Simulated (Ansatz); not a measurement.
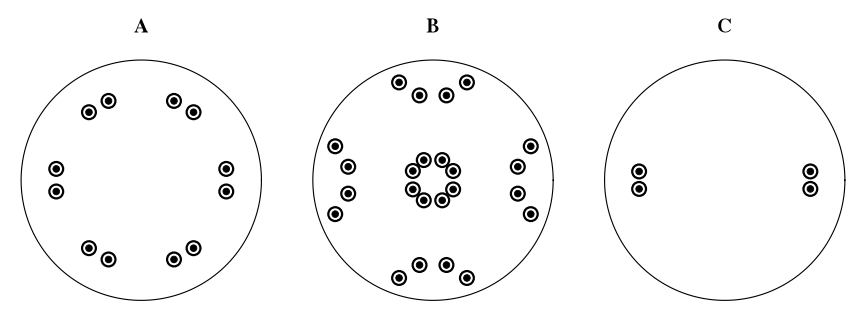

Stereographic projection: filled dots lie in the upper hemisphere, open rings in the lower. Each shows the poles of one general form. The c axis points at the viewer. Computed from the symmetry of the structures below (computed or model cells, partly hypothetical).

**Match each stereogram to its crystal.**
1. Mn, P6₃/mmc, No. 194
2. Mo, Fd-3m (No. 227, origin choice 1)
3. W, Fddd, No. 70, origin choice 1

A is 1 (point group 6/mmm); B is 2 (point group m-3m); C is 3 (point group mmm).
